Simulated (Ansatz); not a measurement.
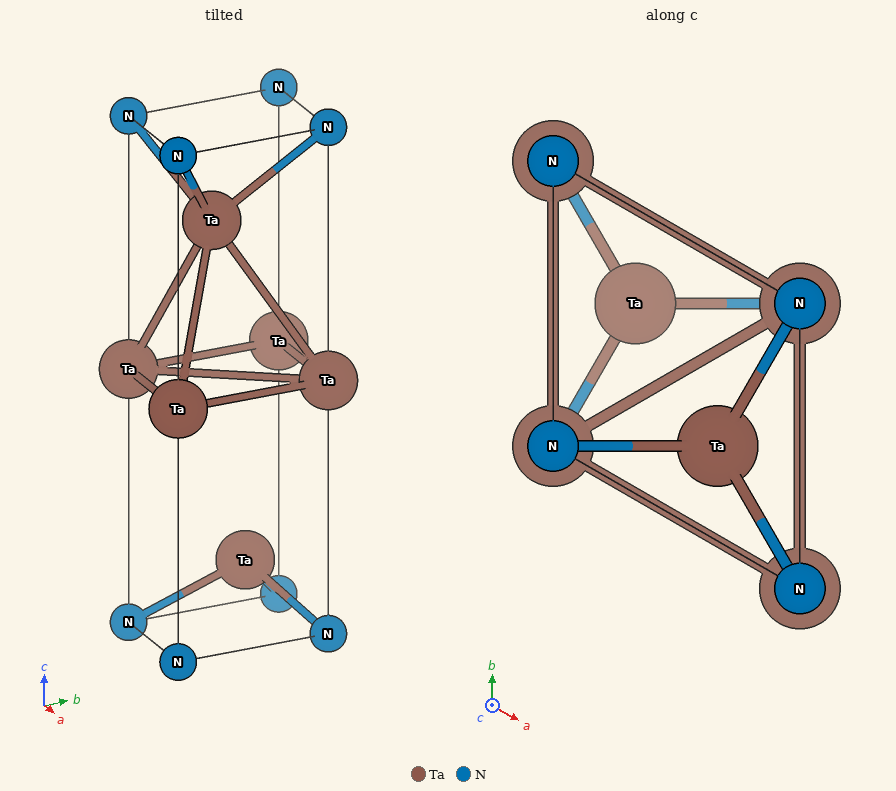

Ball-and-stick drawing of the structure, looking slightly off an axis and along the c axis. The lines enclose the conventional unit cell; boundary atoms appear with their images.

Ta3N, space group P3m1 (No. 156), a = 3.00 Å, b = 3.00 Å, c = 7.45 Å, α = 90.00°, β = 90.00°, γ = 120.00°.

Theory: DFT PBEsol, scalar-relativistic, plane waves, PAW (Ansatz 0.2.0). Numerical settings: a kinetic-energy cutoff of 420 eV, an 18×18×8 k-point grid, Gaussian smearing of 0.15 eV, no spin polarisation.

What does the calculation say: metal or gapped?

Answer. A metal: bands cross the Fermi level.

What is the pressure at this volume?

Answer. The computed pressure is 25.3 GPa (compressed: it would expand). The stress isn't hydrostatic: its largest component is 30.2 GPa.

Source of the structure: a structure listed in the Materials Project. The cell was then strained or its atoms displaced on purpose. A calculation with Ansatz used it as input.

At this level of theory the cell isn't at rest (compressed, at 25 GPa and forces up to 8.8 eV/Å), so its distances can differ from those at equilibrium, the more so the softer the solid.
